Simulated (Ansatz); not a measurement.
# Sn$_{2}$Ge: what the fields show

Input

```
crystal:
  lattice:
    - [4.5093490341, 0.0, 0.0]
    - [-2.254674517, 3.9052108181, 0.0]
    - [0.0, 0.0, 11.0229725538]
  atoms:
    - { symbol: Ge, position: [0.0, 0.0, -0.007536996] }
    - { symbol: Ge, position: [0.6666666667, 0.3333333333, 0.6718879532] }
    - { symbol: Sn, position: [0.3333333333, 0.6666666667, 0.3354410065] }
    - { symbol: Sn, position: [0.6666666667, 0.3333333333, 0.917152655] }
    - { symbol: Sn, position: [0.3333333333, 0.6666666667, 0.5967751537] }
    - { symbol: Sn, position: [0.0, 0.0, 0.2362802276] }
kpoints:
  mp_grid: { grid: [6, 6, 2] }
hamiltonian:
  xc: r2scan
scf:
  occupations: { method: fermi_dirac, width: 0.02 }
relax:
  f_tol: 0.005
  cell: {}
output:
  write_density: true
  write_potential: true
  elf: true
  volumetric_format: npy
```

Command:

```sh
ansatz run input.yaml --threads 4 --pin off --max-ram 6451MiB --backend cpu --events-out ev --progress --plain --runs-dir out
```

Below, planes, directions and counts refer to the conventional cell (a = 4.46 Å, b = 4.46 Å, c = 10.83 Å, α = 90.00°, β = 90.00°, γ = 120.00°).

The fields are those of the run's last geometry, not of the input's.

Space group P3m1; started from the ordered alloy on diamond lattice prototype, which need not be the ambient phase.

Level of theory: Ansatz, DFT, r2SCAN, plane waves, PAW.

In a PAW calculation such maps are meaningful between the atoms, not at the nuclei.

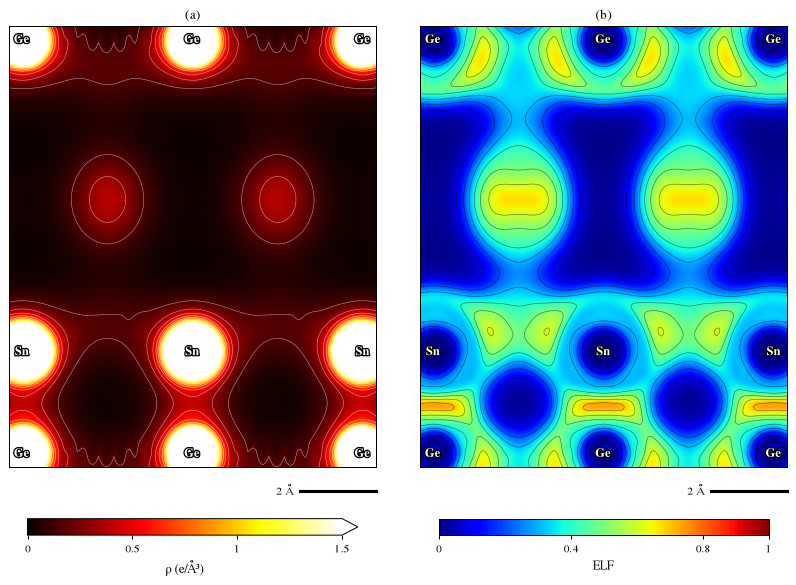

Figure 1. (a) valence charge density (pseudo); (b) ELF on the (100) plane of the conventional cell.

Read the bonding off the picture.

Answer.
- Atoms in the plane: Ge and Sn.
- Sn–Ge (2.66 Å): the density is about 0.42 e/Å³ at the midpoint; the ELF peaks at about 0.75 between the atoms.
- Between the atoms the lowest density in this plane is 0.003 e/Å³.

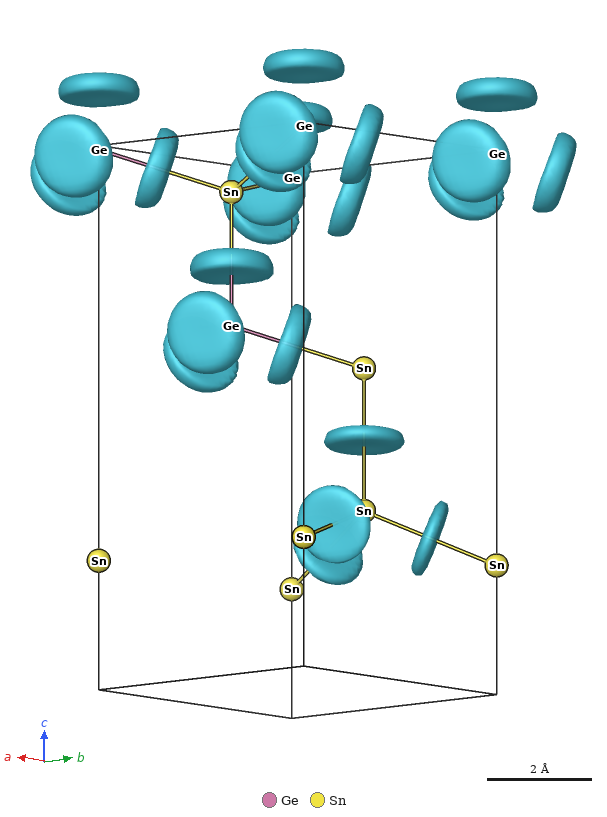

Figure 2. Isosurface of the electron localisation function at 0.6 (cyan), seen at an oblique angle. Only the valence region is drawn (cores and ρ < 0.01 e/Å³ removed). Sticks mark near contacts.

What do the ELF domains correspond to?

Answer. The surface consists of eight regions between bonded Ge–Sn atoms (shared pairs) and four regions between bonded Sn–Sn atoms (shared pairs), counted in one cell of 6 atoms. Regions shared between cells count once. Profiles from the grid: Sn–Ge (2.65 Å): the ELF peaks at about 0.75 between the atoms. Sn–Sn (2.78 Å): the ELF peaks at about 0.65 between the atoms.
